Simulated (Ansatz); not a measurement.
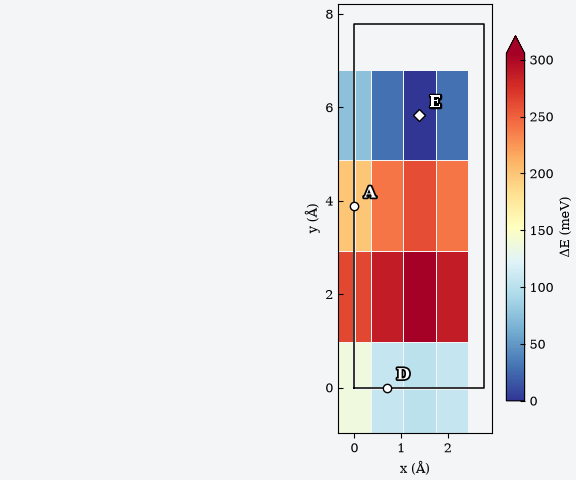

Si on a Ti(110) slab cut from the P6/mmm phase, its upper half relaxed before the scan (18 atoms of substrate and one adsorbate in a 2 × 1 cell). Si is moved over the surface cell at a fixed height above a rigid substrate; the origin of the map has the adsorbate above Ti15; the height is held at 2.50 Å. Places are given modulo a cell vector. The map is drawn in real space over the plane of the surface. The scan uses a 4 × 4 grid; 12 points were computed and 4 follow by symmetry. Places are given in fractions of the 1 × 1 surface cell. Energies are in meV, from the lowest grid point. The runs have no spin polarisation, so an open-shell adsorbate far from the surface lies too high. At a fixed height the lowest place need not be the adsorption site. All numbers below come from Ansatz 0.2.0, DFT PBE+D3(BJ), scalar-relativistic, plane waves, PAW. Settings: cutoff 420 eV, k-mesh 5×4×1, gaussian smearing 0.1 eV, no spin polarisation.

In the figure: one coloured cell a grid point, the outline of one cell of the plane, one colour for all values above the top of the scale, lettered points.

Is E the lowest point of the computed grid?

Yes. E, at (2/4, 3/4) of the cell vectors [nearest 2 Ti at 2.93 Å], has the lowest energy of the grid.

Rank the lettered points by energy, lowest first.

E (0 meV), D (106 meV), A (200 meV).

PAW datasets: the set soft_1.
